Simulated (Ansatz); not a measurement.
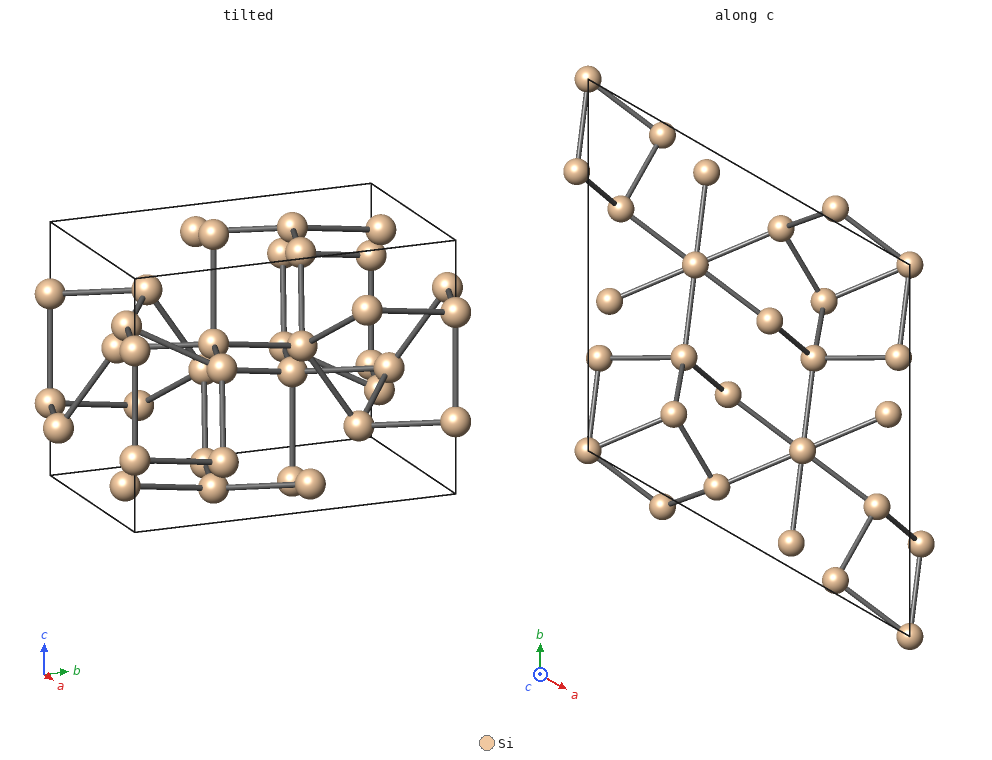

This ball-and-stick model is shown slightly off an axis and along the c axis. The conventional unit cell is drawn as a box.

Si, space group R-3 (No. 148), a = 9.32 Å, b = 9.32 Å, c = 5.58 Å, α = 90.00°, β = 90.00°, γ = 120.00°.

Results below were computed with DFT LDA, scalar-relativistic, plane waves, PAW (Ansatz 0.2.0); the settings were plane-wave cutoff 420 eV, k-points about 0.23 Å⁻¹ apart, Gaussian smearing of 0.15 eV, no spin polarisation.

### Predict the gap.

A metal: bands cross the Fermi level.

### Would the cell expand or shrink if it could?

The computed pressure is 0.0 GPa, close to zero.

Provenance: a structure listed in the Materials Project. Earlier steps of the study, as a rule a relaxation of our own, may have changed the cell and positions, so they can lie some per cent off the listed ones. It was run through Ansatz as a DFT input.
